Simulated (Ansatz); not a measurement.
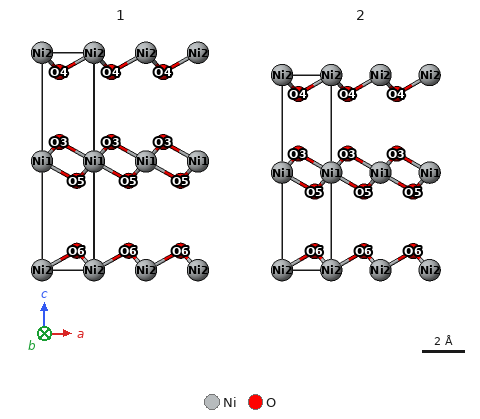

Two geometries of a crystal of NiO2 (set up in P6_3/mmc), drawn at one scale. One is the start of a relaxation, the other its converged end. A ball-and-stick model of the cell of the calculation, repeated 3 × 1 × 1 with one cell outlined, seen along the b axis.

Computed with Kohn-Sham DFT of a periodic cell, LDA, Ansatz PAW (Ansatz). Set-up: plane-wave cutoff 420 eV; k-point mesh 10 × 10 × 3; occupations fermi-dirac; smearing width 0.05 eV; collinear spin; cell and atoms relaxed; force threshold 0.01 eV/Å; at most 40 steps.

Which of the two is the end point?

Structure 2 is the relaxed one. The run lets cell and atoms move. The energy falls by 128 meV per atom in 14 accepted moves (19 points after the start). Largest force component: 1.4 eV/Å at the start, 0.00012 eV/Å at the end. Pressure: −20.13 GPa at the start and 0.00 GPa at the end. At 5 points the geometry stayed and the basis and grid were re-selected for the new cell (energy shift of 5.9 meV per atom at most each time). The largest moves relative to the cell, 0.078 Å, are those of O3, O4, O5 and O6. O6 goes along +c. Ni stays in place. The drawn cell changes as follows: a = b 2.912 → 2.757 Å (−5.3 %), c 10.555 → 9.471 Å (−10.3 %); the volume changes by −19.6 %. Near-neighbour distances that change, for instance: Ni1–O3 1.926 → 1.840 Å. The space group stays P6_3/mmc (No. 194). The program noted that the starting moments weren't kept. Cost: 120 s on 2 threads of Intel(R) Xeon(R) Platinum 8259CL CPU @ 2.50GHz (Skylake/Cascade Lake) (shared host), peak memory 0.5 GiB.

Limits of the set-up: layers or molecules are held without a dispersion correction, so their spacing is unreliable; only the magnetic order of this start and cell was tried (total moment 0.0 μB per cell).
